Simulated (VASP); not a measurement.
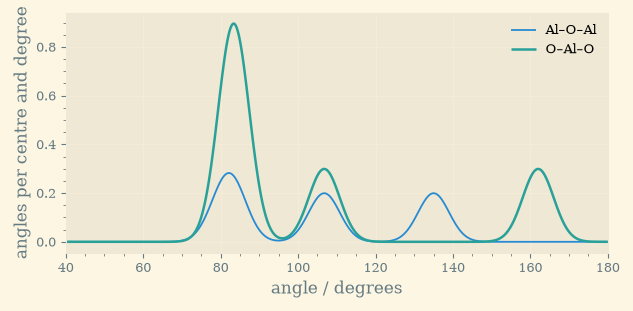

Bond-angle distributions computed from the structure of Al₂O₃; each angle is a Gaussian of σ = 4.0°. Bonds counted: Al–O up to 2.28 Å. Basis of the simulation: a cell listed in the Materials Project, as set up for an electronic-structure calculation.

Q: Where do the angles cluster?

A: Al–O–Al: 80–83° (3 per centre); 107° (2 per centre); 135° (2 per centre)
O–Al–O: 83–84° (9 per centre); 107° (3 per centre); 162° (3 per centre)

The structure has space group P-6m2 (No. 187); other forms of this composition would give other results.
